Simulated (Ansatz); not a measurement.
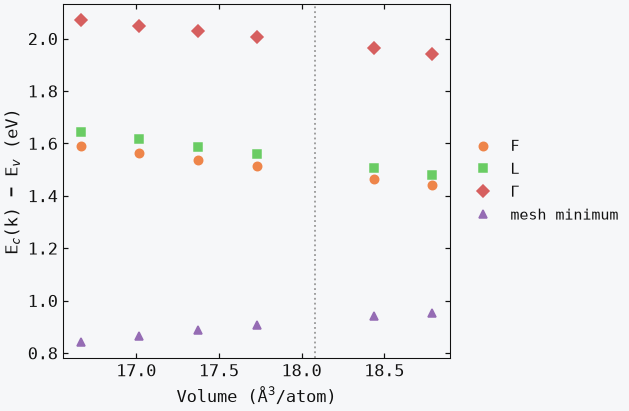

Lowest conduction level at each named k point, counted from the valence-band top at Z, and the lowest one over the whole k mesh (the mesh minimum, which lies off these points). In reduced coordinates of the cell that was run, F is (0.5, 0.5, 0), L is (0.5, 0, 0) and Z is (0.5, 0.5, 0.5). One run is left out (dotted line).

System: MoS2, space group R3m (No. 160), 3 atoms in the primitive cell. The cell is scaled at fixed shape and fractional positions. At 17.73 Å³/atom, a = 3.160 Å, c = 18.450 Å (hexagonal axes). Ansatz; PBEsol, Ansatz PAW, no spin polarisation, no spin-orbit coupling, 10×10×10 k mesh in the self-consistent step, 420 eV cutoff, Fermi-Dirac smearing of 0.05 eV.

| volume | F (eV) | L (eV) | Γ (eV) | mesh minimum (eV) | pressure (GPa) |
| --- | --- | --- | --- | --- | --- |
| 16.66 Å³/atom | 1.59 | 1.64 | 2.07 | 0.84 | 11.4 |
| 17.02 Å³/atom | 1.56 | 1.62 | 2.05 | 0.87 | 7.3 |
| 17.37 Å³/atom | 1.54 | 1.59 | 2.03 | 0.89 | 3.6 |
| 17.73 Å³/atom | 1.51 | 1.56 | 2.01 | 0.91 | 0.3 |
| 18.44 Å³/atom | 1.46 | 1.51 | 1.96 | 0.94 | −5.3 |
| 18.79 Å³/atom | 1.44 | 1.48 | 1.94 | 0.95 | −7.7 |

Question: What does the missing run, at 18.08 Å³/atom, give?

Answer: Fits through the other points against the logarithm of the volume give 1.49 eV at F, 1.53 eV at L, 1.98 eV at Γ and 0.92 eV at the mesh minimum (straight lines). The run itself gives 1.49, 1.53, 1.99 and 0.92 eV, within 0.01 eV of the estimates.

Question: What are the deformation potentials dE/d ln V?

Answer: Straight lines against ln V have slopes of −1.2 eV at F, −1.4 eV at L, −1.1 eV at Γ and +0.9 eV at the mesh minimum.

Spin-orbit coupling is left out, which matters for Mo. The PAW data sets were made with another functional. LDA, GGA and most meta-GGA functionals understate gaps.
